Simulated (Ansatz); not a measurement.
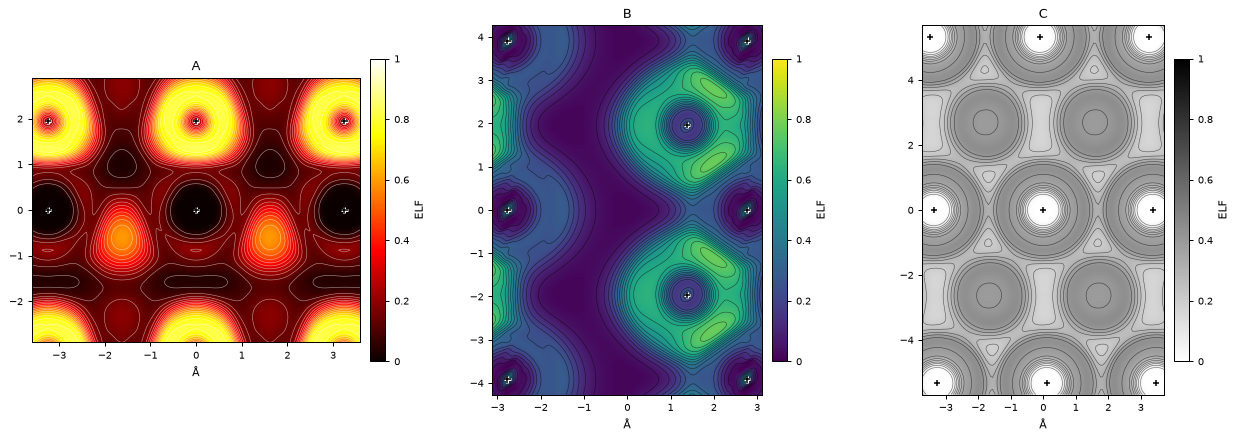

The ELF of 3 systems, each on a plane through atoms (crosses mark nuclei in the plane).

These are results of DFT, LDA, PAW with Ansatz's default frozen-core files, scalar-relativistic (Ansatz), not measurements.

System 1: Sb, the (100) plane of the conventional cell. Space group P-1; changed on purpose from its base cell (equal xy, yz and zx shear strains of +2 %, PAW files).

```
CELL_PARAMETERS angstrom
-1.65532 2.90079 0.01233
3.36900 0.03369 0.03369
-0.05330 -0.05330 -5.33000
ATOMIC_POSITIONS crystal
Sb 0.66667 0.33333 0.75000
Sb 0.33333 0.66667 0.25000
```

System 2: GaAs, the (110) plane of the conventional cell. Space group F-43m; computed pressure about 3 GPa in this cell.

System 3: ZnO, the (010) plane of the conventional cell. Space group P6₃mc; changed on purpose from its base cell (zz strain of -2 %, PAW files); computed pressure about −4 GPa in this cell.

Question: Which map belongs to which system?

Answer: Panel A is system 3, ZnO: the plane holds Zn and O. Zn–O (1.95 Å): the ELF peaks at about 0.85 in the valence shell of O, 0.6 Å from its nucleus, and is about 0.25 at the midpoint; no localised pair shows between them. Panel B is system 2, GaAs: the plane holds Ga and As. Ga–As (2.40 Å): the ELF peaks at about 0.75 between the atoms: a shared electron pair. Panel C is system 1, Sb: the plane holds Sb. Sb–Sb (3.37 Å): the ELF is about 0.30 at the midpoint.
